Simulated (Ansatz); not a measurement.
# WS₂: what the fields show

```
W S
1.0
    -3.19257    0.00000   -0.04194
     0.07473    0.00000   -5.68272
     0.00000  -11.91388    0.00000
W S
4 8
Direct
  0.00011 0.30485 0.47041
  0.99989 0.69515 0.97041
  0.49988 0.09725 0.96026
  0.50012 0.90275 0.46026
  0.00012 0.01750 0.32153
  0.99988 0.98250 0.82153
  0.49988 0.47720 0.85315
  0.50012 0.52280 0.35315
  0.49990 0.80828 0.10927
  0.50010 0.19172 0.60927
  0.00011 0.68340 0.57738
  0.99989 0.31660 0.07738
```

Space group Pmc2₁.

Method: Ansatz 0.2.0, DFT PBE+D3(BJ), scalar-relativistic, plane waves, PAW.

The density is the valence pseudo-density of a PAW calculation; it isn't the true density close to the nuclei.

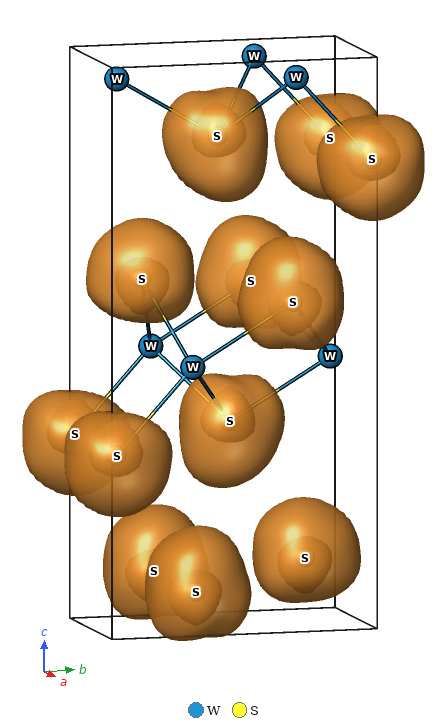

Figure 1. Isosurface of the ELF at 0.7 (orange), seen slightly off an axis. Only the valence region is drawn (cores and ρ < 0.01 e/Å³ removed). Sticks mark near contacts.

What do the ELF domains correspond to?

At this value the surface marks out eight regions wrapped around S (the valence shell of each), counted in one cell of 12 atoms. Any copies at cell faces, edges or corners count once. Profiles from the grid: W–S (2.39 Å): the ELF peaks at about 0.80 in the valence shell of S, 0.8 Å from its nucleus, and is about 0.40 at the midpoint. W–W (2.79 Å): the ELF is about 0.50 at the midpoint.

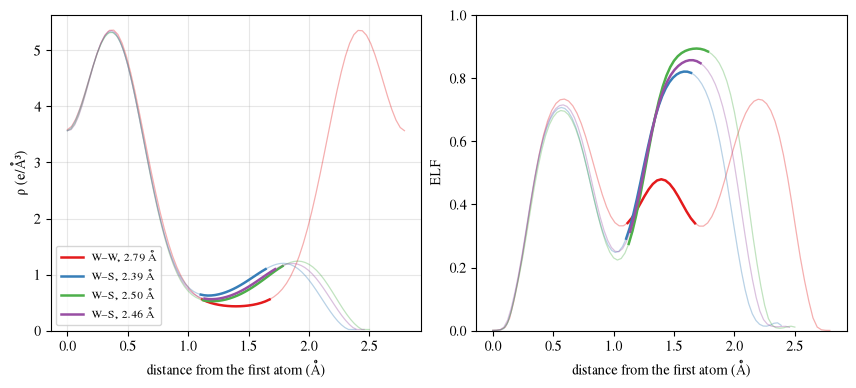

Figure 2. Valence pseudo-density and electron localisation function along straight lines between neighbouring atoms. Thin, pale parts lie inside the atomic spheres.

What can be read from the curves?

W–W (2.79 Å): ρ at the midpoint is about 0.43 e/Å³; the ELF is about 0.50 at the midpoint.
W–S (2.39 Å): ρ at the midpoint is about 0.63 e/Å³; the ELF peaks at about 0.80 in the valence shell of S, 0.8 Å from its nucleus, and is about 0.40 at the midpoint.
W–S (2.50 Å): ρ is about 0.53 e/Å³ halfway; the ELF peaks at about 0.90 in the valence shell of S, 0.8 Å from its nucleus, and is about 0.50 at the midpoint.
W–S (2.46 Å): the density is about 0.56 e/Å³ at the midpoint; the ELF peaks at about 0.85 in the valence shell of S, 0.8 Å from its nucleus, and is about 0.45 at the midpoint.

Does the calculation make it a metal, or give it a gap?

It is metallic or semimetallic at this level of theory: no gap opens; semilocal functionals without U, or without the true magnetic order, often close the gap of such compounds.
